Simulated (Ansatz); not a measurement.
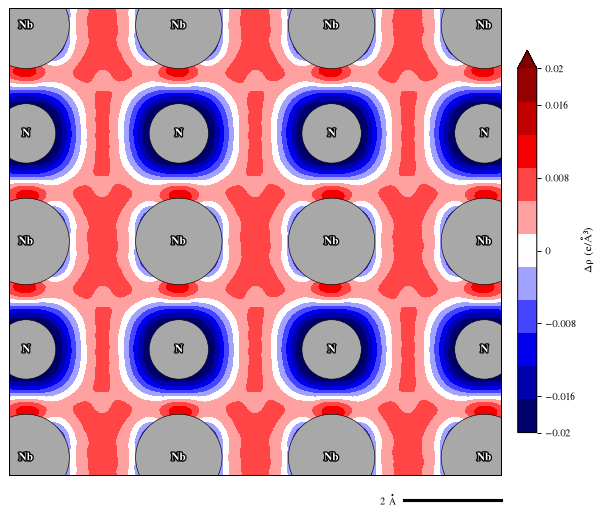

NbN. Difference of the valence pseudo-densities of two functionals at the same geometry, on the (101̄) plane of the calculation cell: one of PBE and r2SCAN less the other.

Both computed with Ansatz (plane waves, PAW), on the same k-point mesh. Grey discs cover the atomic cores.

Question: Which was subtracted from which, and what does the map show?

Answer: It is PBE less r2SCAN. Against r2SCAN, PBE gives less density around N (−0.016 e/Å³ on average at 0.8 Å from the nucleus) and a change of +0.007 e/Å³ at the midpoint of Nb–N.
